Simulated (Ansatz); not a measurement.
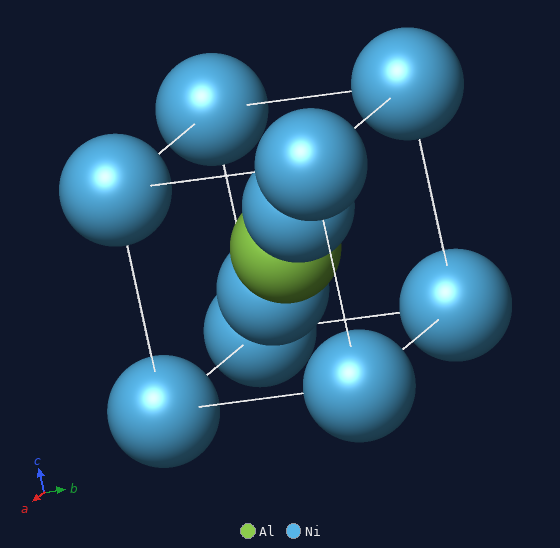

We look at a spheres-only model of the crystal slightly off an axis. Atoms at the boundary of the simulation cell (the box) are drawn once for each face, edge or corner they touch.

This input was run:
```yaml
crystal:
  lattice:
    - [0.0, 2.8361529886, 2.8361529886]
    - [2.8361529886, 0.0, 2.8361529886]
    - [2.8361529886, 2.8361529886, 0.0]
  atoms:
    - { symbol: Al, position: [0.5, 0.5, 0.5] }
    - { symbol: Ni, position: [0.25, 0.25, 0.25] }
    - { symbol: Ni, position: [0.0, 0.0, 0.0] }
    - { symbol: Ni, position: [0.75, 0.75, 0.75] }
basis:
  ecutwfc: 420
kpoints:
  mp_grid: { grid: [14, 14, 14] }
  band_path:
    path:
      - [[0.0, 0.0, 0.0], [0.5, 0.0, 0.5], [0.625, 0.25, 0.625]]
      - [[0.375, 0.375, 0.75], [0.0, 0.0, 0.0], [0.5, 0.5, 0.5], [0.5, 0.25, 0.75], [0.5, 0.0, 0.5]]
    npoints: 14
hamiltonian:
  xc: pbe
scf:
  occupations: { method: gaussian, width: 0.1 }
  n_extra_bands: 10
output:
  forces: true
  stress: true
  eigenvalues: true
  populations: true
  dos: { projected: true, de: 0.02, nscf_kmesh: { grid: [17, 17, 17] } }
  bader: true
  write_density: true
  write_potential: true
  elf: true
  volumetric_format: npy
```
Run as:
```sh
ansatz run input.yaml --threads 1 --pin off --max-ram 2560MiB --backend cpu --events-out ev --progress --plain --runs-dir out
```

The calculation used DFT PBE, scalar-relativistic, plane waves, PAW (Ansatz 0.2.0), with an energy cutoff of 420 eV, k-point mesh 14×14×14, Gaussian smearing of 0.1 eV, no spin polarisation (a spin-restricted run, not always the ground state).

Q: State the Bader charges by element.

A: Al +1.76 e; Ni -0.78 to -0.20 e.

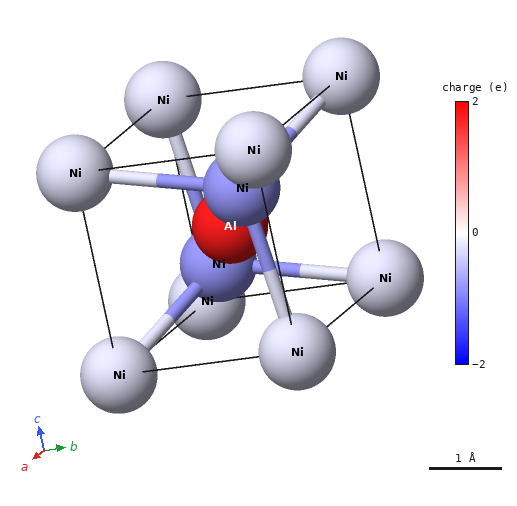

The atoms coloured by those charges.

Source of the structure: a structure listed in the Materials Project. Earlier steps of the study, as a rule a relaxation of our own, may have changed the cell and positions, so they can lie some per cent off the listed ones. A calculation with Ansatz used it as input.
